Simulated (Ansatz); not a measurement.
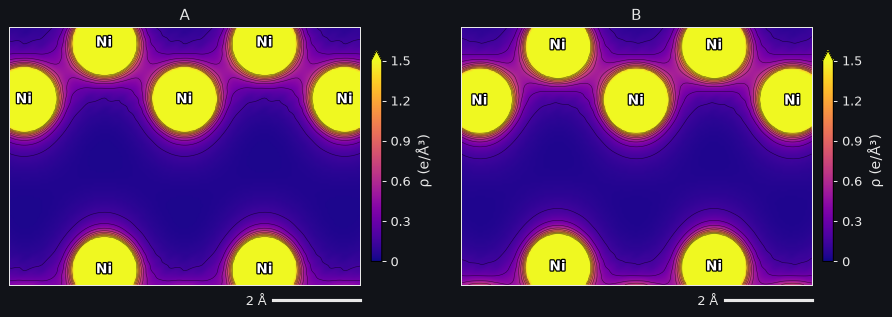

Ni. The valence electron density of two cells that differ in size, on the (11̄0) plane of each (indices in the axes of the calculation cell), at one length scale and on one colour scale: A has 17.8 Å³ an atom and B 16.5.

Computed with DFT, r2SCAN, plane waves (500 eV) with PAW, scalar-relativistic (Ansatz).

In a PAW calculation such maps are meaningful between the atoms, not at the nuclei.

The larger cell:

```
CELL_PARAMETERS angstrom
0.00000 2.60985 2.60985
2.60985 0.00000 2.60985
2.60985 2.60985 0.00000
ATOMIC_POSITIONS crystal
Ni 0.12500 0.12500 0.12500
Ni 0.87500 0.87500 0.87500
```

The smaller cell: a = 3.601 Å, b = 3.601 Å, c = 3.601 Å, α = 60.00°, β = 60.00°, γ = 60.00°.

Question: What does the compression do to the bonding and the properties?

Answer: From the larger cell to the smaller, Ni–Ni goes from 2.26 to 2.21 Å, and the density at its midpoint from 0.49 to 0.54 e/Å³; the pressure goes from −8 to −3.5 GPa.
